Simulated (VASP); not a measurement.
The VASP input:

INCAR:
```
ENCUT = 520.000000
SIGMA = 0.020000
EDIFF = 1.00e-07
GGA = PE
PREC = Accurate
IBRION = -1
ISIF = 2
ISMEAR = -1
NBANDS = 16
NELM = 120
NSW = 0
LASPH = .TRUE.
LCHARG = .FALSE.
LWAVE = .FALSE.
LREAL = .FALSE.
```

KPOINTS:
```
KPOINTS created by Atomic Simulation Environment
0
Gamma
8 8 8
0 0 0
```

POSCAR:
```
Ag Br
 1.0000000000000000
     0.0000000000000000    2.8638060222999999    2.9231489486000002
     2.8638060222999999    0.0000000000000000    2.9231489486000002
     2.8638060222999999    2.8638060222999999    0.0000000000000000
 Ag  Br
   1   1
Cartesian
  0.0000000000000000  0.0000000000000000  0.0000000000000000
  2.8638060222999999  2.8638060222999999  2.9231489486000002
```

Run as:
```bash
mpirun -np 1 vasp_std
```

System: AgBr, space group I4/mmm, 2 atoms in the cell, rocksalt type, epitaxial (xy) strain −1.0%.

Computed with VASP: DFT, PBE, plane waves, PAW, 8×8×8 k mesh, 520 eV cutoff.

Predict the main features of the density of states.

There is a gap; over the k points computed it is 0.61 eV (indirect; the smallest direct gap is 2.52 eV). The upper group of valence states starts about 5.2 eV under the valence-band top, with a gap beneath it; it holds about 16 electrons a cell. Within the window shown, the tallest peak of the filled states lies 2.5 eV under the valence-band top, at about 10 states per eV and cell.

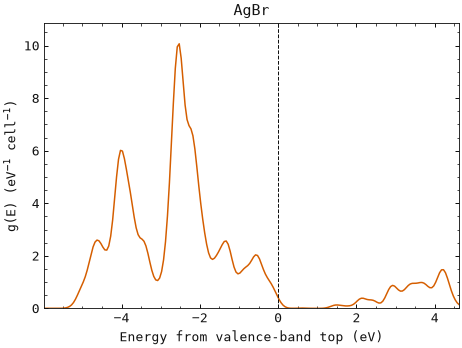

Density of states. Energies are counted from the top of the valence band. The curve is built from the levels of the k mesh with Gaussians 0.3 eV wide, which also blur the band edges.
